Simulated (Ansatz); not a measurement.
Consider AlCu.

```yaml
crystal:
  lattice:
    - [3.05229, 0.00000, 0.00000]
    - [0.00000, 3.05229, 0.00000]
    - [0.00000, 0.00000, 3.05229]
  atoms:
    - { symbol: Al, position: [0.00000, 0.00000, 0.00000] }
    - { symbol: Cu, position: [0.50000, 0.50000, 0.50000] }
```

Space group Pm-3m; a structure from a database of computed crystals, not necessarily the ambient phase; changed on purpose from its base cell (volume × 1.10); computed pressure about −10 GPa in this cell; computed without spin polarisation.

Level of theory: Ansatz 0.2.0, DFT r2SCAN, scalar-relativistic, plane waves, PAW.

What can the converged valence pseudo-density and electron localisation function tell about the bonding?

Al–Cu (2.64 Å): ρ at the midpoint is about 0.24 e/Å³; the ELF is about 0.45 at the midpoint.

Does the calculation make it a metal, or give it a gap?

It is gapless in this calculation (a metal or semimetal).

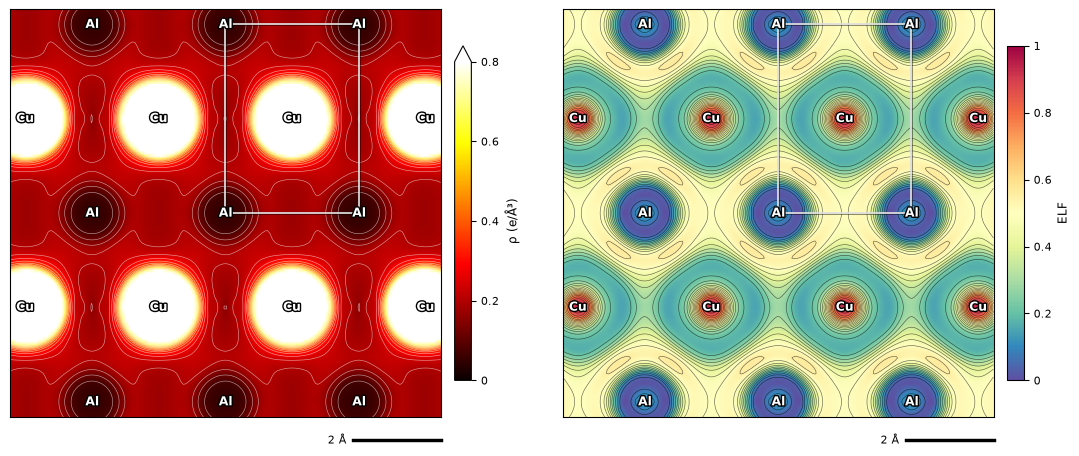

Computed valence pseudo-density and electron localisation function on the (11̄0) plane of the conventional cell, in this order. 
